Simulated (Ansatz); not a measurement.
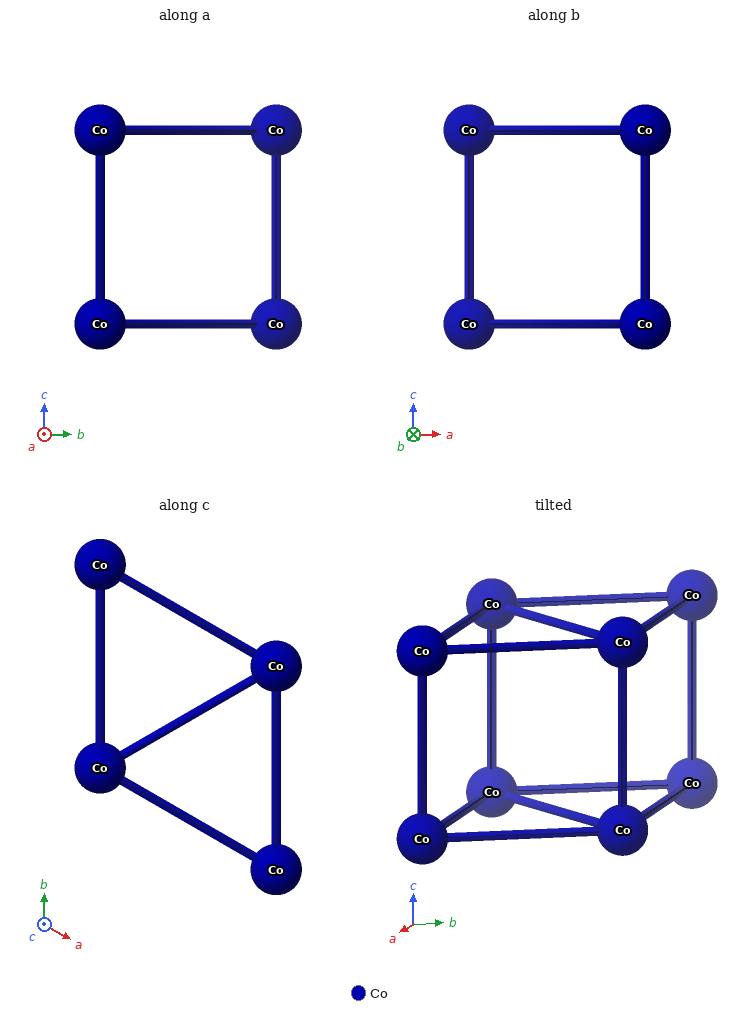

Structure drawing (ball-and-stick), viewed along the a axis, along the b axis, along the c axis and slightly off an axis. The edges of the conventional unit cell are marked.

Lattice parameters: a = 2.4327 Å, b = 2.4327 Å, c = 2.3189 Å, α = 90.000°, β = 90.000°, γ = 120.000°.

Record the structure as a CIF in P1 with every atom of the cell.

Answer.
```cif
data_structure
_symmetry_space_group_name_H-M 'P 1'
_symmetry_Int_Tables_number 1
_cell_length_a 2.4327
_cell_length_b 2.4327
_cell_length_c 2.3189
_cell_angle_alpha 90.000
_cell_angle_beta 90.000
_cell_angle_gamma 120.000
_cell_volume 11.88
loop_
_atom_site_label
_atom_site_type_symbol
_atom_site_fract_x
_atom_site_fract_y
_atom_site_fract_z
_atom_site_occupancy
Co1 Co 0.0000 0.0000 0.0000 1
```

The initial geometry was a textbook structure type filled with this element (whether it is the usual form wasn't checked). This is the structure after a relaxation with DFT r2SCAN, scalar-relativistic, plane waves, PAW in Ansatz.
